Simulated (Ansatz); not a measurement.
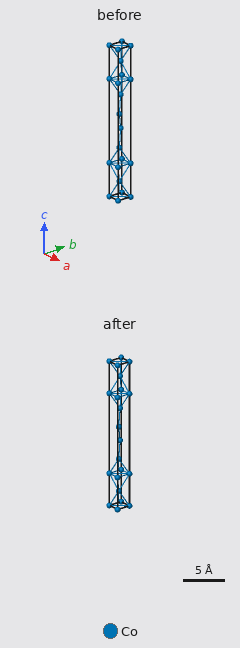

The structure of crystalline Co (built on the samarium (9R)_166 type) (coarse preliminary run) before (top) and after (bottom) a relaxation, at one scale.

Style: ball-and-stick. Shown: the conventional cell (3 times the calculation's cell), slightly off an axis. Lengths and directions refer to the drawn axes.

Case: samarium (9R) type (R-3m, No. 166).

Computed with DFT r2SCAN, scalar-relativistic, plane waves, PAW (Ansatz 0.2.0). Set-up: plane-wave cutoff 500 eV; k-point mesh 9 × 9 × 9; occupations gaussian; smearing width 0.1 eV; collinear spin; cell and atoms relaxed; force threshold 0.04 eV/Å; at most 70 steps.

What changed between the two?

Answer. Over 4 accepted moves (5 points after the start) the energy falls by 166 meV per atom. The largest force component goes from 0.44 to 0.022 eV/Å. The pressure goes from −23.26 to −0.19 GPa. At 1 point the geometry stayed and the basis and grid were re-selected for the new cell (energy shift of 0.8 meV per atom at most each time). The largest moves relative to the cell, 0.007 Å, are those of Co atoms. The drawn cell changes as follows: a = b 2.624 → 2.480 Å (−5.5 %), c 19.019 → 18.140 Å (−4.6 %); the volume changes by −14.8 %. Some distances before and after: Co–Co 2.624 → 2.480 Å, Co–Co 2.600 → 2.467 Å. The space group stays R-3m (No. 166). The run took of the order of 2.2 core-minutes on a shared host.
